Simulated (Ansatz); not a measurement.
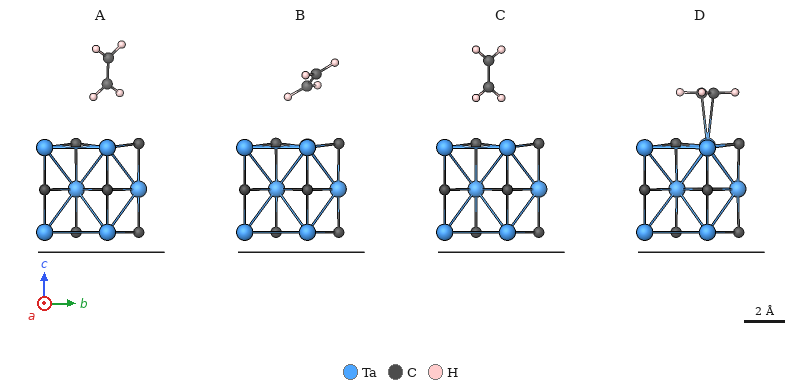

4 geometries from one constrained relaxation of a slab of composition Ta6H2C7 (cut from the Fm-3m phase), in shuffled order. Style: ball-and-stick. Shown: the cell of the calculation, outlined in the plane, without the vacuum (origin shifted), along the a axis.

Case: 1 C2H4 a cell, upright, over a top C site. The slab is the (1 0 0) face of TaC with C2H4 on it. 8 atoms are held fixed.

Method: Ansatz 0.2.0, DFT PBE+D3(BJ), scalar-relativistic, plane waves, PAW. Settings: plane-wave cutoff 420 eV; k-point mesh 3 × 3 × 1; occupations gaussian; smearing width 0.1 eV; no spin polarisation; dipole correction; atoms relaxed in a fixed cell; force threshold 0.04 eV/Å; at most 100 steps.

> Put them in the order of the run, from the start to the converged end.

C, A, B, D. They are steps 0, 11, 21, 31, at +0.672 eV per cell of the calculation, +0.480 eV per cell of the calculation, +0.335 eV per cell of the calculation relative to the last. The atom that moves furthest is an H atom (2.78 Å at 40° to the normal (−c side)). Largest moves by element: H 2.78 Å, C 2.08 Å, Ta 0.07 Å. The cell doesn't change. Some distances before and after: C–Ta 4.549 → 2.738 Å, C–Ta 3.294 → 2.737 Å, Ta–Ta 3.143 → 3.238 Å, Ta–Ta 3.143 → 3.048 Å. New bonds form: C–Ta (3.29 → 2.74 Å), C–Ta (4.55 → 2.74 Å). Bond angles that change, for instance: Ta–C–Ta 90.0° → 86.7°, Ta–C–Ta 90.0° → 93.2°, H–C–H 119.5° → 116.9°. After 31 geometry steps the energy has fallen by 0.672 eV per cell of the calculation. Largest force component: 0.76 eV/Å at the start, 0.031 eV/Å at the end. The run took 13 min on 4 threads of Intel(R) Xeon(R) Platinum 8488C (Sapphire Rapids), with other jobs on the host, peak memory 3 GiB.

Limits of the set-up: the periodic images lie only 6.3 Å apart, so the values are limited by the cell's size.
